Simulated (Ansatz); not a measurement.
## Energy of Li along an even scaling of the cell

System: Li (P6₃/mmc, 4 atoms in the cell).
Method: DFT, PBEsol, plane waves (420 eV) with PAW, scalar-relativistic, no spin polarisation (Ansatz 0.2.0).

The 5 runs differ only in the geometry, by an even scaling of the cell at fixed fractional positions.

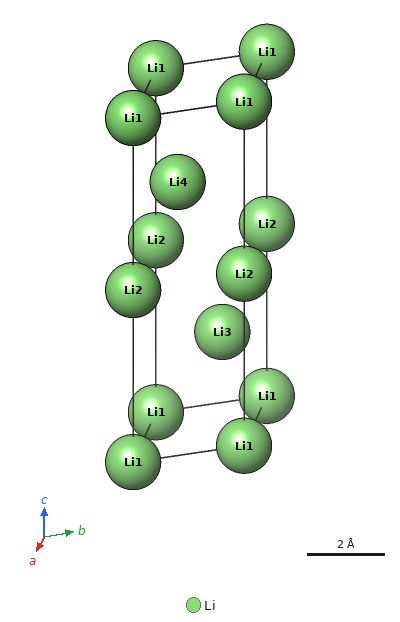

Figure 1. The structure of run 3 (spheres-only view of the cell of the calculation, seen at an oblique angle; atoms are numbered from 1 in the order of the input).

## Input of run 3
```yaml
crystal:
  lattice:
    - [3.0583375306, 0.0, 0.0]
    - [-1.5291687653, 2.6485979949, 0.0]
    - [0.0, 0.0, 9.9649218466]
  atoms:
    - { symbol: Li, position: [1.0, 0.0, 1.0] }
    - { symbol: Li, position: [1.0, 1.0, 0.5] }
    - { symbol: Li, position: [0.3333333333, 0.6666666667, 0.25] }
    - { symbol: Li, position: [0.6666666667, 0.3333333333, 0.75] }
hamiltonian:
  xc: pbesol
  pseudopotentials:
    kind: paw
    azcp:
      Li: "pseudopotentials/Li.paw.azcp"
basis:
  ecutwfc: 420
  fft_grid_basis: typed
kpoints:
  mp_grid: { grid: [13, 13, 4], shift: [0, 0, 0] }
magnetization:
  spin_polarized: false
scf:
  occupations: { method: fermi_dirac, width: 0.1 }
  lower_state_search: "off"
output:
  stress: true
```

Lattice vectors (Å) and fractional positions of run 3:
```
   3.058338    0.000000    0.000000
  -1.529169    2.648598    0.000000
   0.000000    0.000000    9.964922
Li  1.000000  0.000000  1.000000
Li  1.000000  1.000000  0.500000
Li  0.333333  0.666667  0.250000
Li  0.666667  0.333333  0.750000
```

Run 2 differs from it as follows:
```diff
-    - [3.0583375306, 0.0, 0.0]
-    - [-1.5291687653, 2.6485979949, 0.0]
-    - [0.0, 0.0, 9.9649218466]
+    - [2.9745049091, 0.0, 0.0]
+    - [-1.4872524546, 2.575996815, 0.0]
+    - [0.0, 0.0, 9.6917716422]
```

## Results, with one run withheld

```tsv
run	volume per atom (Å³)	free energy per atom, from the lowest run given (meV)	pressure (GPa)
1	17.758	15.38	2.19
2	18.565	?	?
3	20.180	0.00	0.03
4	20.987	1.14	−0.47
5	22.601	10.04	−1.25
```

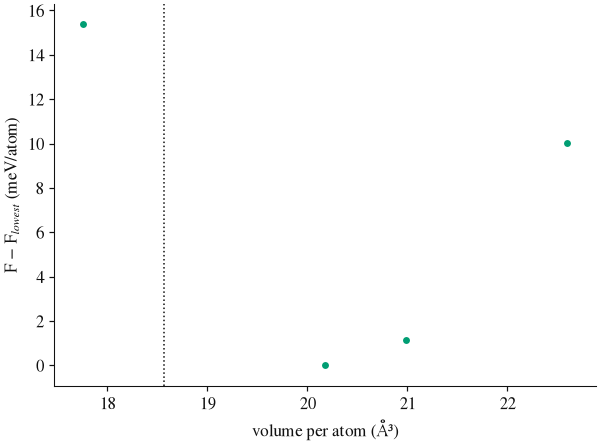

Figure 2. Free energy per atom of the runs given; the dotted line marks run 2.

Fit the runs given and predict run 2.

A quadratic polynomial in V^(−2/3) (the Birch–Murnaghan form), fitted to the 4 runs given, misses them by at most 0.05 meV per atom. With x = V^(−2/3) − 0.13459 Å⁻², it reads F = −0.036951 − 54.643 x + 1.0593e+05 x² (meV per atom). At run 2 it gives 6.37 meV per atom, and the run itself gives 6.54. The slope of the fit gives a pressure −dF/dV of 1.35 GPa there, and the run prints 1.34 GPa. The fit has its minimum at 20.195 Å³ per atom, where V d²F/dV² gives 13.6 GPa. Cell shape and fractional positions are held, so this is the stiffness under even scaling; the relaxed bulk modulus wasn't computed.

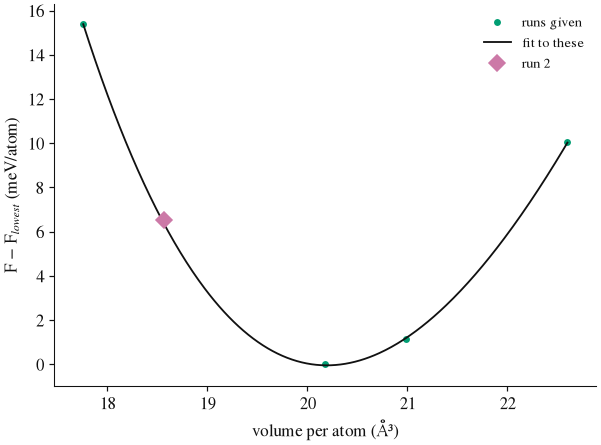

Figure 3. The fit and the withheld run.

## Output, shortened to warnings, some set-up lines, iterations and results (run 2)
```
Warning: [file] the record states the generating functional pbe (its physics header spells it `PBE`), which answers neither for hamiltonian.xc's functional nor for the pbesol family's — results may be inconsistent (PPs are generated against a specific XC)
Basis set: ecut = 420 eV, 1389 PW (Γ)
Symmetry: 24 space group operations
k-points: 63 of 676
Initial density: superposition of atomic densities (neutral atoms: chi_scale 0, normalization atom), corrected by the library's trained network
[...]
SCF iter   1: F=—  HF=-812.001975 eV  |F-HF|=—  |Δ(HF+E_count)|=         —  Δρ=1.59e-3  dr2=6.73e-4  ethr=1.77e-3  ⟨swp⟩=4.1  Hψ=3501  notcnv=0
SCF iter   2: F=—  HF=-811.999770 eV  |F-HF|=—  |Δ(HF+E_count)|=   2.21e-3  Δρ=7.23e-4  dr2=1.75e-4  ethr=5.60e-6  ⟨swp⟩=2.0  Hψ=1416  notcnv=0
SCF iter   3: F=—  HF=-811.999372 eV  |F-HF|=—  |Δ(HF+E_count)|=   3.98e-4  Δρ=5.55e-5  dr2=6.25e-6  ethr=1.45e-6  ⟨swp⟩=2.0  Hψ=1017  notcnv=0
SCF iter   4: F=—  HF=-811.999371 eV  |F-HF|=—  |Δ(HF+E_count)|=   1.95e-6  Δρ=2.48e-5  dr2=4.87e-7  ethr=5.20e-8  ⟨swp⟩=1.9  Hψ=722  notcnv=0
SCF iter   5: F=-811.999371 eV  HF=-811.999371 eV  |F-HF|=6.56e-9  |Δ(HF+E_count)|=   1.45e-7  Δρ=5.58e-6  dr2=2.08e-8  ethr=4.06e-9  ⟨swp⟩=1.6  Hψ=726  notcnv=0
SCF iter   6: F=-811.999371 eV  HF=-811.999371 eV  |F-HF|=9.87e-11  |Δ(HF+E_count)|=   9.73e-9  Δρ=5.64e-7  dr2=1.90e-10  ethr=1.74e-10  ⟨swp⟩=1.9  Hψ=1829  notcnv=0
SCF 1 converged in 6 iterations: F = -811.999371 eV  dr2 = 1.90e-10
SCF converged after 6 iterations
Free energy (F): -811.999371 eV
Harris-Foulkes:  -811.999371 eV  (|F-HF|=9.87e-11)
Internal energy: -811.932250 eV  (E = F + TS)
E sigma→0 (E₀):  -811.965810 eV
Entropy (-TS):   -0.067120 eV (-16.780 meV/atom)
Fermi energy:    1.319658 eV
--- Per-component energies (eV) ---
  E_band       = -356.070328
  E_kinetic    = 85.977455
  E_local      = -517.052752  (includes V_loc(G=0)·N_el)
  E_nonlocal   = -132.631975
  E_hartree    = 153.030221
  E_xc         = -40.148223
  E_vxc        = -52.002446  (∫ρ·V_xc dr)
  E_paw        = -78.388843  (= ΣΔE_a)
  E_vpaw       = -46.421267  (= ΣTr[D̂ρ^β])
  E_aug_tail   = 0.000025  (compensation charges beyond the density's cutoff)
  E_ewald      = -282.718158
  E_smearing   = -0.067120  (= −TS)
  E_closure    = -0.000000  (closes the sum)
  Σ components = -811.999371   (vs F -811.999371, Δ=0.00e0)
--- Stress (GPa, compression-positive) ---
        1.290553       0.000000      -0.000000
        0.000000       1.290553      -0.000000
       -0.000000      -0.000000       1.442596
  P = ⅓ Tr σ = 1.3412 GPa (13.412 kbar)
```

The program warns: the PAW datasets were made with another functional.
